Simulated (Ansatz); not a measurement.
A series of calculations on CoSn2

### Relaxation

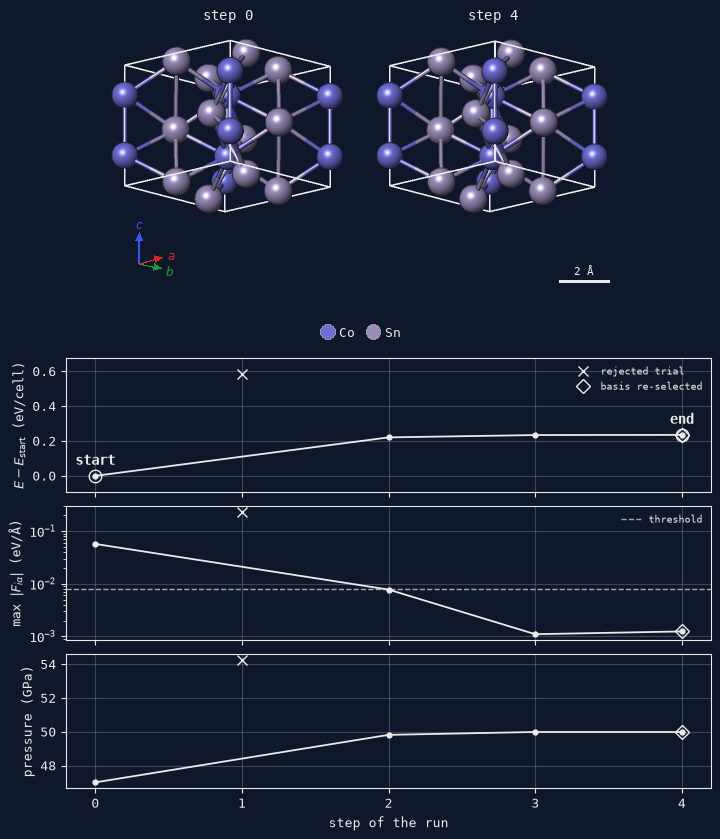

First and last geometry of a relaxation of solid CoSn2 (set up in I4/mcm), with the history of the run. Style: ball-and-stick. Shown: the conventional cell (2 times the calculation's cell), from a free direction. Lengths and directions refer to the drawn axes.

Case: relaxed at 50 GPa.

Computed with Ansatz, DFT PBEsol, scalar-relativistic, plane waves, PAW.

Input file:
```yaml
crystal:
  lattice:
    - [-2.9134465127, 2.9134465127, 2.4994307972]
    - [2.9134465127, -2.9134465127, 2.4994307972]
    - [2.9134465127, 2.9134465127, -2.4994307972]
  atoms:
    - { symbol: Co, position: [0.25, 0.25, 0.0] }
    - { symbol: Co, position: [0.75, 0.75, 0.0] }
    - { symbol: Sn, position: [0.6649305066, 0.1649305066, 0.8298610133] }
    - { symbol: Sn, position: [0.1649305066, 0.3350694934, 0.5] }
    - { symbol: Sn, position: [0.3350694934, 0.8350694934, 0.1701389867] }
    - { symbol: Sn, position: [0.8350694934, 0.6649305066, 0.5] }
basis:
  ecutwfc: 420
kpoints:
  mp_grid: { grid: [10, 10, 10] }
hamiltonian:
  xc: pbesol
scf:
  occupations: { method: gaussian, width: 0.1 }
output:
  forces: true
  stress: true
  eigenvalues: true
relax:
  adjacent_minimum: "off"
  f_tol: 0.008
  max_steps: 50
  cell: { stress_tol: 0.08, p_target: 50.0 }
```

Command:
```bash
ansatz run input.yaml --threads 1 --pin off --max-ram 2560MiB --backend cpu --events-out ev --progress --plain --runs-dir out
```

Read the history and describe the run.

It converged. After 2 accepted moves (4 points after the start) the energy has risen by 0.235 eV per cell of the calculation. With the target pressure of 50 GPa, the enthalpy E + pV changes by −8.4 meV per cell of the calculation. The largest force component goes from 0.057 to 0.0012 eV/Å. Pressure: 47.01 GPa at the start and 49.99 GPa at the end. The line search rejected the trial step at point 1 of the run. At 1 point the geometry stayed and the basis and grid were re-selected for the new cell (energy shift of 0.9 meV per cell of the calculation at most each time). The largest moves relative to the cell, 0.005 Å, are those of Sn3, Sn4, Sn5 and Sn6. Sn6 goes along [−1 1 0]. Co stays in place. Cell: a = b 5.827 → 5.815 Å (−0.2 %), c 4.999 → 4.974 Å (−0.5 %). Volume −0.9 %. Some distances before and after: Sn3–Sn5 2.718 → 2.703 Å, Co1–Co2 2.499 → 2.487 Å, Sn3–Sn5 (another image) 2.866 → 2.858 Å, Co1–Sn3 2.509 → 2.504 Å. The space group stays I4/mcm (No. 140). Cost: 5 min on 1 thread of AMD EPYC 7R43 64-Core Processor (Zen 3) (shared host), peak memory 0.67 GiB.

### Relaxation

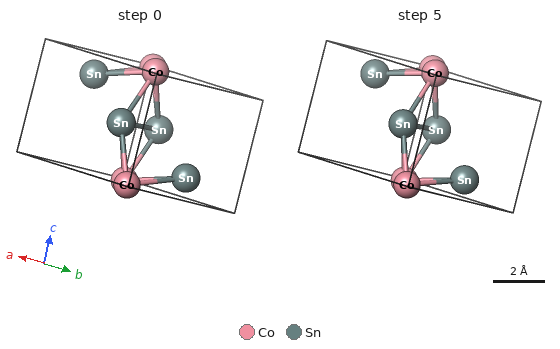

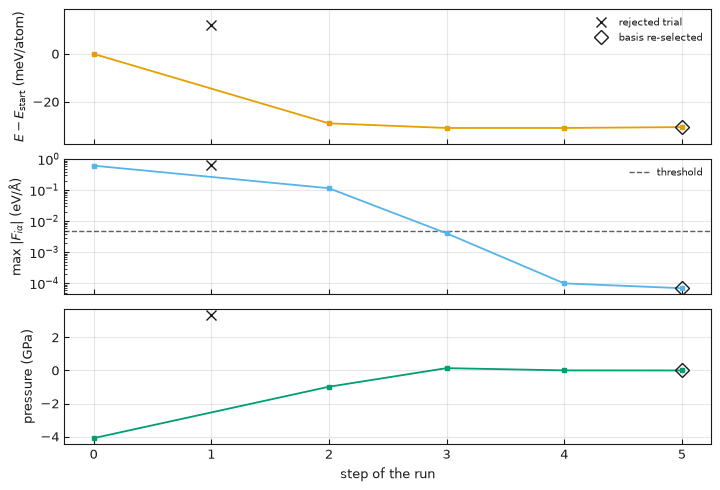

First and last geometry of a relaxation of a crystal of CoSn₂ (set up in I4/mcm), with the history of the run. A ball-and-stick model of the cell of the calculation, seen from a free direction.

All numbers below come from DFT PBEsol, scalar-relativistic, plane waves, PAW (Ansatz). (plane-wave cutoff 420 eV; k-point mesh 8 × 8 × 8; occupations gaussian; smearing width 0.1 eV; no spin polarisation; cell and atoms relaxed; force threshold 0.005 eV/Å; at most 80 steps)

Question: Did the run converge, and what did it change?

Answer: It converged. The energy falls by 30.5 meV per atom in 3 accepted moves (5 points after the start). Largest force component: 0.62 eV/Å at the start, under 0.0001 eV/Å at the end. The pressure goes from −4.09 to 0.00 GPa. The line search rejected the trial step at point 1 of the run. At 1 point the geometry stayed and the basis and grid were re-selected for the new cell (energy shift of 0.4 meV per atom at most each time). The largest moves relative to the cell, 0.074 Å, are those of Sn atoms. Co stays in place. The drawn cell changes as follows: a = b = c 5.263 → 5.196 Å (−1.3 %), γ 117.5° → 117.4°; the volume changes by −3.7 %. Near-neighbour distances that change, for instance: Sn–Sn 3.192 → 3.081 Å, Sn–Sn 2.844 → 2.954 Å, Co–Sn 2.759 → 2.702 Å, Co–Co 2.729 → 2.699 Å. The space group stays I4/mcm (No. 140). The run took 3.1 min on 1 thread of AMD EPYC 7R43 64-Core Processor (Zen 3) (shared host), peak memory 0.61 GiB.

### A change

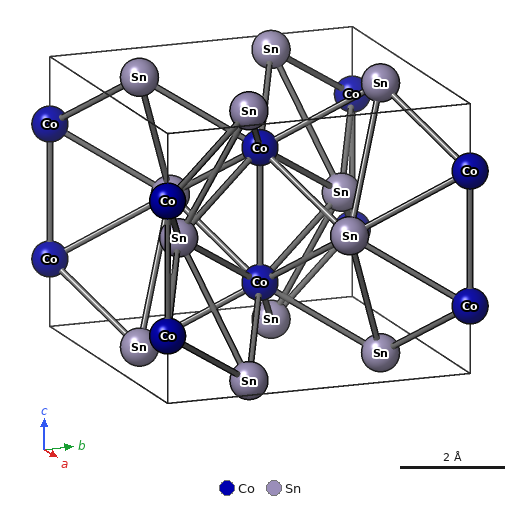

Reference structure: solid CoSn2 (set up in I4/mcm). The picture is a ball-and-stick view of the conventional cell (2 times the calculation's cell), seen slightly off an axis. Lengths and directions refer to the drawn axes.

Method: Ansatz, DFT PBEsol, scalar-relativistic, plane waves, PAW. (plane-wave cutoff 420 eV; occupations gaussian; smearing width 0.1 eV; no spin polarisation) The k-mesh is chosen for each cell (8×8×8, 10×10×10).

The variant: The crystal is put under a hydrostatic pressure of 50 GPa. Cell and atoms are relaxed at that pressure.

The input:

The input is the one shown above.

> Predict the response.

Energy change: +461 meV per atom. (The two runs use different k-meshes.) Pressure: 0.0 GPa before, 50.0 GPa after. The drawn cell changes as follows: a = b 6.280 → 5.815 Å (−7.4 %), c 5.398 → 4.974 Å (−7.9 %); the volume changes by −21.0 %. The largest moves relative to the cell, 0.016 Å, are those of Sn3, Sn4, Sn5 and Sn6. Sn3 goes along [−1 −1 0]. Co stays in place. Among the bonded contacts that change: Sn–Sn 2.954 → 2.703 Å, Sn–Sn 3.311 → 3.073 Å, Sn–Sn 3.081 → 2.858 Å, Co–Co 2.699 → 2.487 Å. The space group stays I4/mcm (No. 140).

The changed structure in the same view:

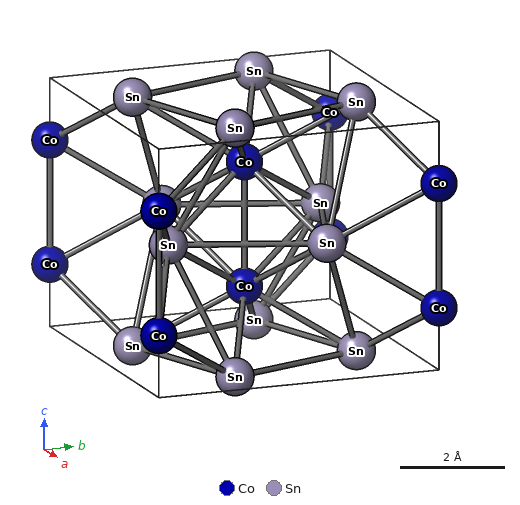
